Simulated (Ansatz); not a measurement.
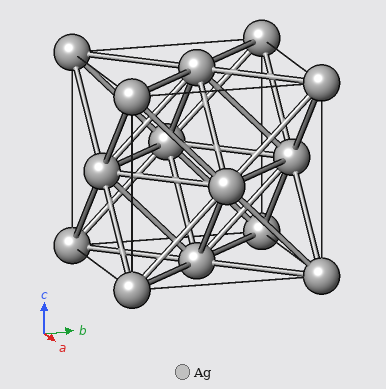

Drawn in the ball-and-stick manner and seen slightly off an axis. The lines enclose the conventional unit cell; boundary atoms appear with their images. Cell: a = 4.145 Å, b = 4.145 Å, c = 4.145 Å, α = 90.00°, β = 90.00°, γ = 90.00°.

What is this?

- The element is silver.
- The structure has Fm-3m (No. 225) symmetry and a face-centred cubic lattice.
- The structure is of the kind named face-centred cubic (Cu type).
- The cell holds four atoms.
- Each Ag atom is coordinated by twelve Ag in a cuboctahedral arrangement at about 2.9 Å.
- The bonds build a three-dimensional framework.

Starting structure: the standard structure of this element. The cell was then strained or its atoms displaced on purpose. It went into a calculation with Ansatz.
